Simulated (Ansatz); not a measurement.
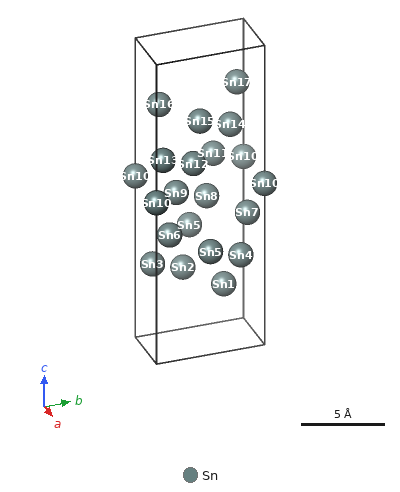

Figure 1. The starting structure (spheres-only view of the cell of the calculation, with the vacuum cut short, seen slightly off an axis; atoms are numbered from 1 in the order of the input). An atom can appear more than once, as a periodic image.

**Geometry relaxation, with input and output: Sn (part 1 of 3)**

System: Sn (slab, 17 atoms in the cell).
Method: DFT PBEsol, scalar-relativistic, plane waves, PAW, no spin polarisation (Ansatz 0.2.0).

The structure derives from an entry of the Crystallography Open Database. It belongs to a series of runs on one base structure; here: (2 1 0) slab, atoms relaxed. Figures and captions count atoms from 1; the log counts them from 0 in places.

Log
```
Engine: ansatz 0.2.0, x86_64-unknown-linux-gnu
Pseudopotentials: kind: paw
Pseudopotential: Sn, paw, valence charge 14, recommended cutoff 420 eV (normal), Sn.paw.azcp
Functional definition: PBEsol
  exchange = pbesol_x
  correlation = pbesol_c
Crystal: 17 atoms, lattice volume = 1277.496 Å³
Basis set: ecut = 420 eV, 24967 PW (Γ), exchange–correlation on 90×108×360 points (8 copies of the dense FFT grid, shifted against one another)
Bands: 143, of which v1, the nominal top of the filled ones, is band 119 counted from 1 (118 counted from 0)
Symmetry: 1 space group operations
k-points: 16 of 30 (time reversal used)
Non-local potential: Sn, projectors of the file, l = 0: 2, l = 1: 2, l = 2: 2, l = 3: 2
PAW form: soft (Blöchl's): semilocal exchange-correlation on the pseudo side does not see the compensation charge
PAW frozen core: Sn, regenerated for the run's functional, and the local potential with it (the file was generated under x = pbe(κ = 0.804, μ = 0.2195149727645171), c = pbe(β = 0.06672455060314922))
PAW one-centre angular grid: Sn, 590 points (default); XC on 64 Gauss nodes
Initial density: superposition of atomic densities (neutral atoms: chi_scale 0, normalization atom), corrected by the library's trained network
Initial wavefunctions: pseudopotential atomic-orbital guess
Functional: x = pbesol(κ = 0.804, μ = 0.12345679012345678), c = pbesol(β = 0.046)
SCF iter   1: F=—  HF=-101139.932714 eV  |F-HF|=—  |Δ(HF+E_count)|=         —  Δρ=2.62e-3  dr2=1.61e-1  ethr=1.77e-3  p=0.000 e·Å  D=3.75e-13 V/Å  ΔV_dip=-0.00 eV  dr2_dipole=9.38e-6  V_vac-E_F(+/−)=4.60/4.60 eV  ⟨swp⟩=7.0  Hψ=9155  notcnv=0  defer=31
efield: sawtooth ramp at fractional position 0.9800 (placed from the atoms, in the widest stretch of the axis that holds none; the zero of the levels goes with the place), width 0.0400; the density the first Hamiltonian is built on has a dipole p = 0.000 e·Å; the dipole correction subtracts the counter field D = 3.75e-13 V/Å, which shifts the + side's vacuum level by -0.00 eV against the − side's; the planar-averaged density in the ramp window peaks in size at 1.2e-6 e/Å³
preconditioner: auto → LDOS  [metal: Δε(μ)=0.021 eV  Ē_g=18.783 eV  σ=0.100 eV  W_gap=0.12  n_scr=182 (ndim 8)  ℏωp=16.0 eV  f_vac=0.496  D(μ)=12.43/eV (n_scr^D=56)  β→1.0]
SCF iter   2: F=—  HF=-101139.912892 eV  |F-HF|=—  |Δ(HF+E_count)|=   1.98e-2  Δρ=1.34e-3  dr2=4.04e-2  ethr=6.77e-5  p=0.000 e·Å  D=5.40e-5 V/Å  ΔV_dip=-0.00 eV  dr2_dipole=2.56e-6  V_vac-E_F(+/−)=4.54/4.54 eV  ⟨swp⟩=2.0  Hψ=4680  notcnv=0  defer=248
SCF iter   3: F=—  HF=-101139.906535 eV  |F-HF|=—  |Δ(HF+E_count)|=   6.36e-3  Δρ=5.80e-4  dr2=1.06e-2  ethr=1.70e-5  p=0.000 e·Å  D=6.93e-5 V/Å  ΔV_dip=-0.00 eV  dr2_dipole=6.12e-7  V_vac-E_F(+/−)=4.51/4.51 eV  ⟨swp⟩=2.0  Hψ=3949  notcnv=0  defer=248
SCF iter   4: F=—  HF=-101139.904715 eV  |F-HF|=—  |Δ(HF+E_count)|=   1.82e-3  Δρ=2.43e-4  dr2=2.04e-3  ethr=4.43e-6  p=0.000 e·Å  D=6.69e-5 V/Å  ΔV_dip=-0.00 eV  dr2_dipole=1.29e-8  V_vac-E_F(+/−)=4.50/4.50 eV  ⟨swp⟩=3.0  Hψ=4346  notcnv=0  defer=248
SCF iter   5: F=—  HF=-101139.904269 eV  |F-HF|=—  |Δ(HF+E_count)|=   4.46e-4  Δρ=7.37e-5  dr2=1.87e-4  ethr=8.56e-7  p=0.000 e·Å  D=7.08e-5 V/Å  ΔV_dip=-0.00 eV  dr2_dipole=1.74e-8  V_vac-E_F(+/−)=4.50/4.50 eV  ⟨swp⟩=3.0  Hψ=4393  notcnv=0  defer=248
SCF iter   6: F=—  HF=-101139.904245 eV  |F-HF|=—  |Δ(HF+E_count)|=   2.43e-5  Δρ=2.18e-5  dr2=1.74e-5  ethr=7.87e-8  p=0.001 e·Å  D=7.19e-5 V/Å  ΔV_dip=-0.00 eV  dr2_dipole=1.46e-9  V_vac-E_F(+/−)=4.49/4.50 eV  ⟨swp⟩=2.9  Hψ=4156  notcnv=0  defer=248
SCF iter   7: F=-101139.904247 eV  HF=-101139.904248 eV  |F-HF|=1.02e-6  |Δ(HF+E_count)|=   3.68e-6  Δρ=7.17e-6  dr2=1.64e-6  ethr=4.20e-9  p=0.001 e·Å  D=7.29e-5 V/Å  ΔV_dip=-0.00 eV  dr2_dipole=6.04e-9  V_vac-E_F(+/−)=4.49/4.50 eV  ⟨swp⟩=23.8  Hψ=22957  notcnv=0
SCF 1 converged in 7 iterations: F = -101139.904247 eV  dr2 = 1.64e-6
  Residual-converged pass: ⟨swp⟩=1.0  Hψ=2352  notcnv=0  max |occ|·‖R‖ = 7.0e-9 eV (tolerance 1.0e-8 eV)  dr2=1.64e-6  dr2_onsite=8.18e-8  max |Δocc| = 5.9e-11
  greatest PAW one-centre occupation: 0.992 electrons in one spin orbital (limit 2), on the Sn atom at site 16 (counted from 0), in its partial waves of l = 2
relax step   1: F+E_penalty+E_count = -101139.90424725 eV  Δ(F+E_penalty+E_count) = +0.000e0 eV  max|allowed force component| = 3.159e-1 eV/Å  Δτ_max = 0.0000 Å  (7 SCF iters, dr2 threshold 1.00e-5 eV, accepted)
Initial density: handed on by an earlier stage of this run
Initial wavefunctions: those handed on with the density
iter 1 solved again at ethr=2.67e-4 eV; its pass at ethr=3.10e-3 eV (dr2=6.35e-1 eV) is discarded
SCF iter   1: F=—  HF=-101140.588125 eV  |F-HF|=—  |Δ(HF+E_count)|=         —  Δρ=3.96e-3  dr2=6.36e-1  ethr=2.67e-4  p=0.001 e·Å  D=7.29e-5 V/Å  ΔV_dip=-0.00 eV  dr2_dipole=7.29e-5  V_vac-E_F(+/−)=4.42/4.42 eV  ⟨swp⟩=1.1  Hψ=7634  notcnv=0  defer=253
efield: sawtooth ramp at fractional position 0.9800 (handed on by an earlier solve), width 0.0400; the density the first Hamiltonian is built on has a dipole p = 0.001 e·Å; the dipole correction subtracts the counter field D = 7.29e-5 V/Å, which shifts the + side's vacuum level by -0.00 eV against the − side's; the planar-averaged density in the ramp window peaks in size at 1.8e-7 e/Å³
preconditioner: auto → LDOS  [insulator: Δε(μ)=0.192 eV  Ē_g=18.821 eV  σ=0.100 eV  W_gap=0.75  n_scr=182 (ndim 8)  ℏωp=16.0 eV  f_vac=0.494  D(μ)=2.32/eV (n_scr^D=4)  ε∞_Penn≈1.7  β→1.0]
SCF iter   2: F=—  HF=-101140.612520 eV  |F-HF|=—  |Δ(HF+E_count)|=   2.44e-2  Δρ=3.44e-3  dr2=1.01e0  ethr=2.67e-4  p=-0.008 e·Å  D=-1.10e-3 V/Å  ΔV_dip=0.03 eV  dr2_dipole=1.20e-2  V_vac-E_F(+/−)=4.26/4.23 eV  ⟨swp⟩=3.0  Hψ=4167  notcnv=0  defer=253
SCF iter   3: F=—  HF=-101140.476192 eV  |F-HF|=—  |Δ(HF+E_count)|=   1.36e-1  Δρ=7.23e-4  dr2=2.18e-2  ethr=2.67e-4  p=-0.000 e·Å  D=-6.68e-5 V/Å  ΔV_dip=0.00 eV  dr2_dipole=3.79e-6  V_vac-E_F(+/−)=4.36/4.36 eV  ⟨swp⟩=2.5  Hψ=3206  notcnv=0  defer=253
SCF iter   4: F=—  HF=-101140.474381 eV  |F-HF|=—  |Δ(HF+E_count)|=   1.81e-3  Δρ=2.86e-4  dr2=2.79e-3  ethr=9.17e-6  p=-0.000 e·Å  D=-1.46e-5 V/Å  ΔV_dip=0.00 eV  dr2_dipole=9.95e-6  V_vac-E_F(+/−)=4.37/4.37 eV  ⟨swp⟩=2.8  Hψ=4197  notcnv=0  defer=253
SCF iter   5: F=—  HF=-101140.473547 eV  |F-HF|=—  |Δ(HF+E_count)|=   8.34e-4  Δρ=8.34e-5  dr2=1.40e-4  ethr=1.17e-6  p=-0.000 e·Å  D=-3.40e-5 V/Å  ΔV_dip=0.00 eV  dr2_dipole=2.57e-6  V_vac-E_F(+/−)=4.36/4.36 eV  ⟨swp⟩=2.1  Hψ=3891  notcnv=0  defer=253
SCF iter   6: F=—  HF=-101140.473612 eV  |F-HF|=—  |Δ(HF+E_count)|=   6.54e-5  Δρ=2.69e-5  dr2=1.74e-5  ethr=5.89e-8  p=-0.000 e·Å  D=-8.97e-6 V/Å  ΔV_dip=0.00 eV  dr2_dipole=2.76e-8  V_vac-E_F(+/−)=4.36/4.36 eV  ⟨swp⟩=2.0  Hψ=3849  notcnv=0  defer=253
SCF iter   7: F=-101140.473618 eV  HF=-101140.473618 eV  |F-HF|=3.08e-7  |Δ(HF+E_count)|=   5.44e-6  Δρ=9.00e-6  dr2=1.81e-6  ethr=2.62e-9  p=-0.000 e·Å  D=-1.36e-5 V/Å  ΔV_dip=0.00 eV  dr2_dipole=7.36e-9  V_vac-E_F(+/−)=4.36/4.36 eV  ⟨swp⟩=22.2  Hψ=25466  notcnv=0
SCF 2 converged in 7 iterations: F = -101140.473618 eV  dr2 = 1.81e-6
[... from here on the iterations of each SCF are left out, up to the last one ...]
relax step   2: F+E_penalty+E_count = -101140.47361789 eV  Δ(F+E_penalty+E_count) = -5.694e-1 eV  max|allowed force component| = 5.428e-1 eV/Å  Δτ_max = 0.1990 Å  (7 SCF iters, dr2 threshold 6.24e-6 eV, accepted)
efield: sawtooth ramp at fractional position 0.9800 (handed on by an earlier solve), width 0.0400; the density the first Hamiltonian is built on has a dipole p = -0.000 e·Å; the dipole correction subtracts the counter field D = -1.36e-5 V/Å, which shifts the + side's vacuum level by +0.00 eV against the − side's; the planar-averaged density in the ramp window peaks in size at 2.0e-7 e/Å³
preconditioner: auto → LDOS  [insulator: Δε(μ)=0.260 eV  Ē_g=18.804 eV  σ=0.100 eV  W_gap=0.80  n_scr=182 (ndim 8)  ℏωp=16.0 eV  f_vac=0.496  D(μ)=1.82/eV (n_scr^D=4)  ε∞_Penn≈1.7  β→1.0]
SCF 3 converged in 6 iterations: F = -101141.039428 eV  dr2 = 8.92e-6
relax step   3: F+E_penalty+E_count = -101141.03942787 eV  Δ(F+E_penalty+E_count) = -5.658e-1 eV  max|allowed force component| = 4.907e-1 eV/Å  Δτ_max = 0.1950 Å  (6 SCF iters, dr2 threshold 1.84e-5 eV, accepted)
efield: sawtooth ramp at fractional position 0.9800 (handed on by an earlier solve), width 0.0400; the density the first Hamiltonian is built on has a dipole p = -0.001 e·Å; the dipole correction subtracts the counter field D = -1.37e-4 V/Å, which shifts the + side's vacuum level by +0.00 eV against the − side's; the planar-averaged density in the ramp window peaks in size at 1.7e-7 e/Å³
preconditioner: auto → LDOS  [insulator: Δε(μ)=0.230 eV  Ē_g=18.782 eV  σ=0.100 eV  W_gap=0.55  n_scr=182 (ndim 8)  ℏωp=16.0 eV  f_vac=0.500  D(μ)=1.46/eV (n_scr^D=2)  ε∞_Penn≈1.7  β→1.0]
SCF 4 converged in 6 iterations: F = -101141.492162 eV  dr2 = 1.84e-5
relax step   4: F+E_penalty+E_count = -101141.49216195 eV  Δ(F+E_penalty+E_count) = -4.527e-1 eV  max|allowed force component| = 3.322e-1 eV/Å  Δτ_max = 0.1955 Å  (6 SCF iters, dr2 threshold 1.00e-4 eV, accepted)
efield: sawtooth ramp at fractional position 0.9800 (handed on by an earlier solve), width 0.0400; the density the first Hamiltonian is built on has a dipole p = -0.001 e·Å; the dipole correction subtracts the counter field D = -1.22e-4 V/Å, which shifts the + side's vacuum level by +0.00 eV against the − side's; the planar-averaged density in the ramp window peaks in size at 1.4e-7 e/Å³
preconditioner: auto → LDOS  [metal: Δε(μ)=0.119 eV  Ē_g=18.773 eV  σ=0.100 eV  W_gap=0.49  n_scr=182 (ndim 8)  ℏωp=16.0 eV  f_vac=0.503  D(μ)=1.37/eV (n_scr^D=2)  β→1.0]
SCF 5 converged in 6 iterations: F = -101141.732717 eV  dr2 = 1.16e-5
relax step   5: F+E_penalty+E_count = -101141.73271722 eV  Δ(F+E_penalty+E_count) = -2.406e-1 eV  max|allowed force component| = 1.886e-1 eV/Å  Δτ_max = 0.1952 Å  (6 SCF iters, dr2 threshold 5.06e-5 eV, accepted)
efield: sawtooth ramp at fractional position 0.9800 (handed on by an earlier solve), width 0.0400; the density the first Hamiltonian is built on has a dipole p = -0.001 e·Å; the dipole correction subtracts the counter field D = -9.73e-5 V/Å, which shifts the + side's vacuum level by +0.00 eV against the − side's; the planar-averaged density in the ramp window peaks in size at 2.1e-7 e/Å³
preconditioner: auto → LDOS  [insulator: Δε(μ)=0.111 eV  Ē_g=18.789 eV  σ=0.100 eV  W_gap=0.50  n_scr=182 (ndim 8)  ℏωp=16.0 eV  f_vac=0.509  D(μ)=1.33/eV (n_scr^D=2)  ε∞_Penn≈1.7  β→1.0]
SCF 6 converged in 7 iterations: F = -101141.819935 eV  dr2 = 1.03e-6
relax step   6: F+E_penalty+E_count = -101141.81993481 eV  Δ(F+E_penalty+E_count) = -8.722e-2 eV  max|allowed force component| = 1.484e-1 eV/Å  Δτ_max = 0.2000 Å  (7 SCF iters, dr2 threshold 1.15e-5 eV, accepted)
efield: sawtooth ramp at fractional position 0.9800 (handed on by an earlier solve), width 0.0400; the density the first Hamiltonian is built on has a dipole p = 0.001 e·Å; the dipole correction subtracts the counter field D = 7.21e-5 V/Å, which shifts the + side's vacuum level by -0.00 eV against the − side's; the planar-averaged density in the ramp window peaks in size at 8.7e-8 e/Å³
preconditioner: auto → LDOS  [insulator: Δε(μ)=0.111 eV  Ē_g=18.798 eV  σ=0.100 eV  W_gap=0.53  n_scr=182 (ndim 8)  ℏωp=16.0 eV  f_vac=0.511  D(μ)=1.90/eV (n_scr^D=4)  ε∞_Penn≈1.7  β→1.0]
SCF 7 converged in 7 iterations: F = -101141.857902 eV  dr2 = 1.31e-6
relax step   7: F+E_penalty+E_count = -101141.85790175 eV  Δ(F+E_penalty+E_count) = -3.797e-2 eV  max|allowed force component| = 9.357e-2 eV/Å  Δτ_max = 0.1566 Å  (7 SCF iters, dr2 threshold 7.10e-6 eV, accepted)
efield: sawtooth ramp at fractional position 0.9800 (handed on by an earlier solve), width 0.0400; the density the first Hamiltonian is built on has a dipole p = 0.001 e·Å; the dipole correction subtracts the counter field D = 1.25e-4 V/Å, which shifts the + side's vacuum level by -0.00 eV against the − side's; the planar-averaged density in the ramp window peaks in size at 8.5e-8 e/Å³
preconditioner: auto → LDOS  [metal: Δε(μ)=0.109 eV  Ē_g=18.791 eV  σ=0.100 eV  W_gap=0.50  n_scr=182 (ndim 8)  ℏωp=16.0 eV  f_vac=0.509  D(μ)=1.66/eV (n_scr^D=4)  β→1.0]
SCF 8 converged in 6 iterations: F = -101141.866522 eV  dr2 = 6.84e-7
  Residual-converged pass: ⟨swp⟩=1.0  Hψ=2352  notcnv=0  max |occ|·‖R‖ = 7.0e-9 eV (tolerance 1.0e-8 eV)  dr2=6.84e-7  dr2_onsite=3.15e-8  max |Δocc| = 8.4e-12
relax step   8: F+E_penalty+E_count = -101141.86652153 eV  Δ(F+E_penalty+E_count) = -8.620e-3 eV  max|allowed force component| = 5.023e-2 eV/Å  Δτ_max = 0.0473 Å  (6 SCF iters, dr2 threshold 3.48e-6 eV, accepted)
efield: sawtooth ramp at fractional position 0.9800 (handed on by an earlier solve), width 0.0400; the density the first Hamiltonian is built on has a dipole p = 0.001 e·Å; the dipole correction subtracts the counter field D = 1.07e-4 V/Å, which shifts the + side's vacuum level by -0.00 eV against the − side's; the planar-averaged density in the ramp window peaks in size at 1.1e-7 e/Å³
preconditioner: auto → LDOS  [insulator: Δε(μ)=0.117 eV  Ē_g=18.787 eV  σ=0.100 eV  W_gap=0.53  n_scr=182 (ndim 8)  ℏωp=16.0 eV  f_vac=0.509  D(μ)=1.58/eV (n_scr^D=4)  ε∞_Penn≈1.7  β→1.0]
SCF 9 converged in 6 iterations: F = -101141.868054 eV  dr2 = 2.88e-7
relax step   9: F+E_penalty+E_count = -101141.86805369 eV  Δ(F+E_penalty+E_count) = -1.532e-3 eV  max|allowed force component| = 1.793e-2 eV/Å  Δτ_max = 0.0168 Å  (6 SCF iters, dr2 threshold 7.27e-7 eV, accepted)
iter 1 solved again at ethr=1.21e-10 eV; its pass at ethr=3.10e-3 eV (dr2=2.89e-7 eV) is discarded
SCF iter   1: F=—  HF=-101141.868051 eV  |F-HF|=—  |Δ(HF+E_count)|=         —  Δρ=2.30e-6  dr2=2.88e-7  ethr=1.21e-10  p=0.001 e·Å  D=9.55e-5 V/Å  ΔV_dip=-0.00 eV  dr2_dipole=1.13e-12  V_vac-E_F(+/−)=4.16/4.16 eV  ⟨swp⟩=1.0  Hψ=5408  notcnv=0
efield: sawtooth ramp at fractional position 0.9800 (handed on by an earlier solve), width 0.0400; the density the first Hamiltonian is built on has a dipole p = 0.001 e·Å; the dipole correction subtracts the counter field D = 9.55e-5 V/Å, which shifts the + side's vacuum level by -0.00 eV against the − side's; the planar-averaged density in the ramp window peaks in size at 9.9e-8 e/Å³
SCF iter   2: F=—  HF=-101141.868054 eV  |F-HF|=—  |Δ(HF+E_count)|=   2.91e-6  Δρ=3.14e-6  dr2=2.23e-6  ethr=1.21e-10  p=0.001 e·Å  D=9.92e-5 V/Å  ΔV_dip=-0.00 eV  dr2_dipole=7.29e-11  V_vac-E_F(+/−)=4.16/4.16 eV  ⟨swp⟩=2.7  Hψ=3952  notcnv=0
SCF iter   3: F=—  HF=-101141.868054 eV  |F-HF|=—  |Δ(HF+E_count)|=   2.19e-7  Δρ=9.03e-7  dr2=1.29e-7  ethr=1.21e-10  p=0.001 e·Å  D=9.77e-5 V/Å  ΔV_dip=-0.00 eV  dr2_dipole=7.55e-10  V_vac-E_F(+/−)=4.16/4.16 eV  ⟨swp⟩=3.0  Hψ=4373  notcnv=0
SCF iter   4: F=-101141.868054 eV  HF=-101141.868054 eV  |F-HF|=5.94e-9  |Δ(HF+E_count)|=   1.32e-8  Δρ=3.43e-7  dr2=9.08e-9  ethr=4.20e-11  p=0.001 e·Å  D=9.64e-5 V/Å  ΔV_dip=-0.00 eV  dr2_dipole=1.18e-10  V_vac-E_F(+/−)=4.16/4.16 eV  ⟨swp⟩=11.4  Hψ=15349  notcnv=0
SCF 10 converged in 4 iterations: F = -101141.868054 eV  dr2 = 9.08e-9
relax step  10: F+E_penalty+E_count = -101141.86805391 eV  Δ(F+E_penalty+E_count) = -2.186e-7 eV  max|allowed force component| = 1.795e-2 eV/Å  Δτ_max = 0.0000 Å  (4 SCF iters, accepted)
```

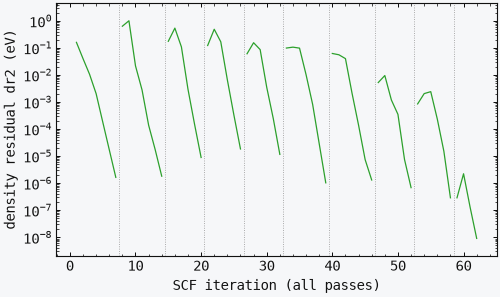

Figure 2. Convergence of the self-consistent field: density residual dr2 against the SCF iteration. The dotted lines part the SCF passes of the relaxation: geometry steps, rejected trials and re-solves on a re-selected basis. The 10 passes take 4 to 7 iterations each, 62 in all.

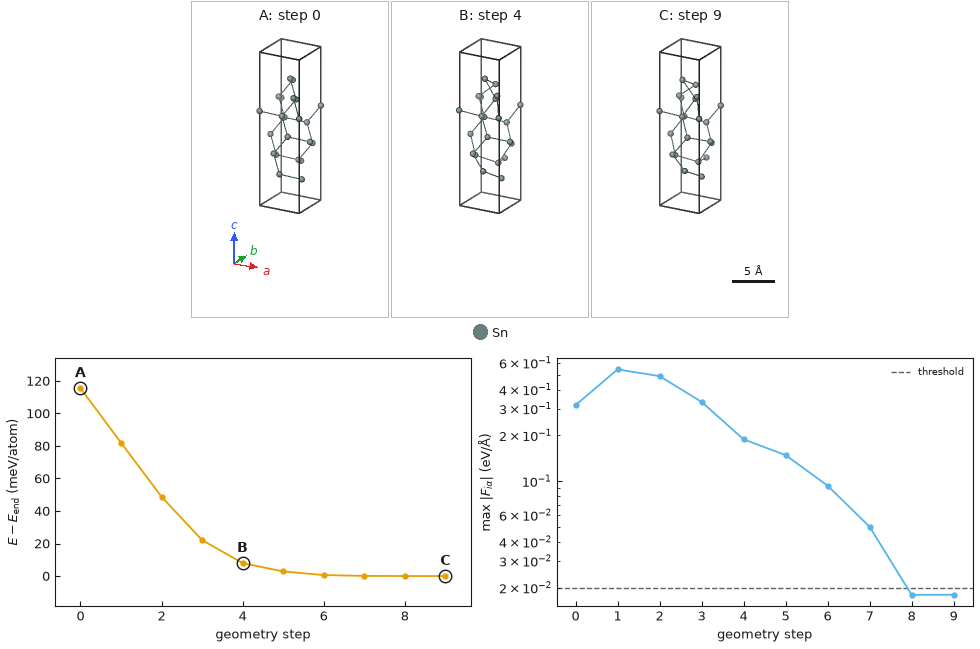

Figure 3. Frames of the relaxation (ball-and-stick view of the cell of the calculation, with the vacuum cut short (origin shifted), seen slightly off an axis) above the curves, on which the letters mark them (the first geometry is step 0 here and step 1 in the log).
